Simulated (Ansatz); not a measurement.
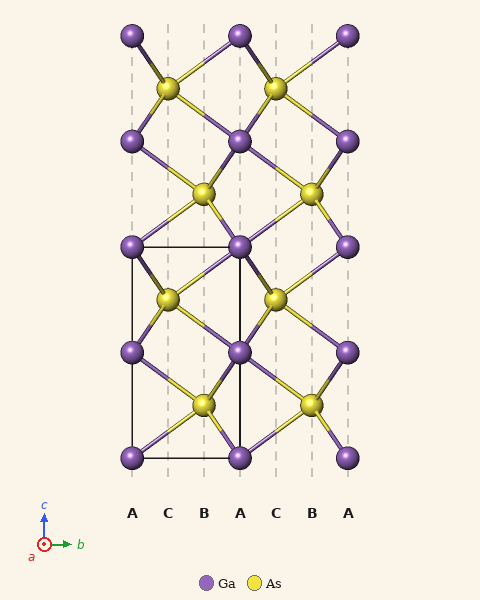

Projection along an edge of the hexagonal mesh, stacking direction c upwards. The dashed lines mark the three columns A (0, 0), B (1/3, 2/3) and C (2/3, 1/3). The sequence starts with the first layer at or above the cell's origin.

GaAs: the input geometry of an electronic-structure calculation (not necessarily at equilibrium); the starting structure was generated, so it need not be a known form of this composition.

### List the layers of one repeat.

Ga(A) – As(B) – Ga(A) – As(C) (four layers in 6.33 Å).

### How are the As layers alone stacked?

As layers alone: BC, the hexagonal close-packed type.

### Which positions between or in the As layers do the other atoms fill?

Ga: two octahedral sites, counted in one hexagonal cell.

Heights of the layers:

| layer | atoms (column) | height (Å) | to next (Å) |
| --- | --- | --- | --- |
| 1 | Ga(A) | 0.00 | 1.58 |
| 2 | As(B) | 1.58 | 1.58 |
| 3 | Ga(A) | 3.17 | 1.58 |
| 4 | As(C) | 4.75 | 1.58 |
